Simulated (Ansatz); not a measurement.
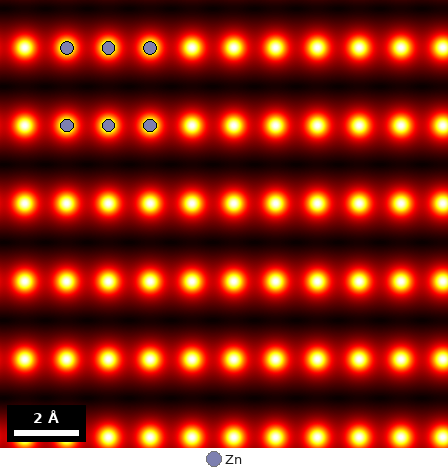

Projected-potential map of Zn (I4/mmm, No. 139) along [110]. Computed as the sum of neutral-atom potentials (tabulated electron scattering factors, B = 0.5 Å²) projected along the beam and smoothed by 0.25 Å; brighter is more positive. The display is stretched by a gamma of 0.6; percentages refer to the linear signal. Atomic positions: the geometry relaxed with DFT PBE, scalar-relativistic, plane waves, PAW in Ansatz; the starting structure was generated, so it need not be a known form of this composition.

Coloured dots in one corner mark the columns of the model.

### Describe what the image shows.

The columns repeat on a rectangular net of 1.31 × 2.44 Å (plane group p2mm). All columns are alike (Zn). The shortest distance between visible columns is 1.31 Å in projection. Along the beam the structure repeats every 4.87 Å.

### What mean inner potential do neutral atoms give for this crystal?

About 19 V (the sum of the forward scattering factors over the cell volume; bonding usually lowers the true value).
